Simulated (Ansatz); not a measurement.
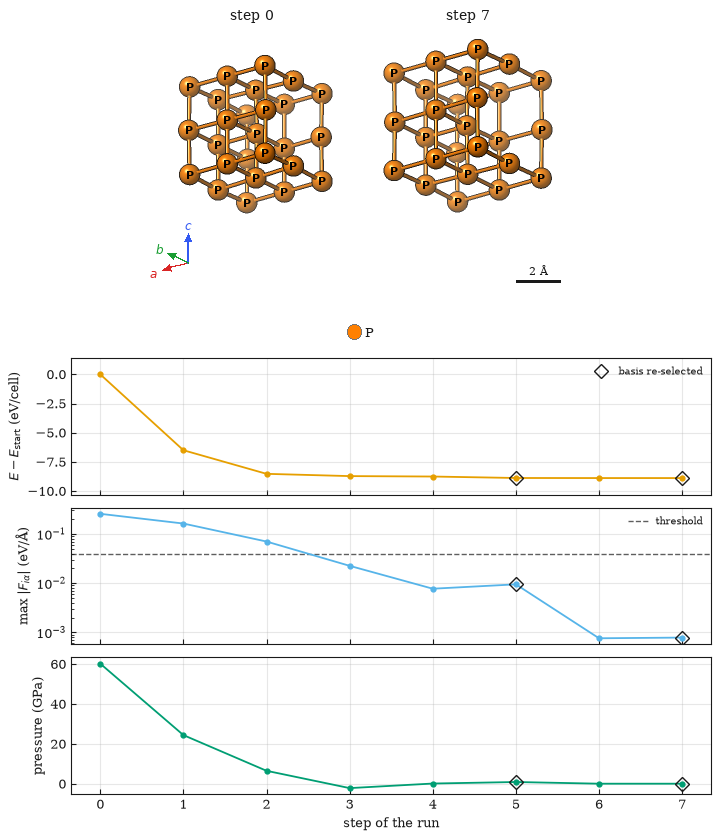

First and last geometry of a relaxation of a crystal of P (a generated structure, set up in Fm-3m) (coarse preliminary run), with the history of the run. The picture is a ball-and-stick view of the atoms within 4.2 Å of the atom that moves most (axes of the conventional cell (4 times the calculation's cell)), seen from a free direction. Lengths and directions refer to the drawn axes.

Level of theory: Ansatz 0.2.0, DFT PBE, scalar-relativistic, plane waves, PAW. Set-up: plane-wave cutoff 420 eV; k-point mesh 4 × 4 × 4; occupations gaussian; smearing width 0.1 eV; no spin polarisation; cell and atoms relaxed; force threshold 0.04 eV/Å; at most 70 steps.

> What do the curves and the structures tell?

It converged. The energy falls by 8.882 eV per cell of the calculation in 5 accepted moves (7 points after the start). Largest force component: 0.26 eV/Å at the start, 0.00078 eV/Å at the end. The pressure goes from 60.22 to 0.06 GPa. At 2 points the geometry stayed and the basis and grid were re-selected for the new cell (energy shift of 0.125 eV per cell of the calculation at most each time). The largest moves relative to the cell, 0.13 Å, are those of P atoms. The volume changes by +36.9 %, with a = b = c 8.777 → 9.746 Å (+11.0 %). Near-neighbour distances that change, for instance: P–P 2.194 → 2.437 Å, P–P 2.260 → 2.385 Å. Bond angles that change, for instance: P–P–P 88.3° → 91.2°. The space group stays Fm-3m (No. 225). The run took 100 s on 1 thread of Intel(R) Xeon(R) Processor @ 2.50GHz (Skylake/Cascade Lake), with other jobs on the host, peak memory 0.49 GiB.

```
step  E − E(0), meV/atom  largest force component, eV/Å  pressure, GPa  volume, Å³/atom                      note
   0                0.00                         0.2564          60.22           11.268                          
   1             -433.18                         0.1627          24.42           13.000                          
   2             -567.99                         0.0701           6.52           14.504                          
   3             -580.95                         0.0225          -2.16           15.656                          
   4             -583.41                         0.0077           0.13           15.295                          
   5             -591.75                         0.0095           0.90           15.295  same geometry, new basis
   6             -592.13                         0.0008           0.06           15.430                          
   7             -592.15                         0.0008           0.06           15.430  same geometry, new basis
```
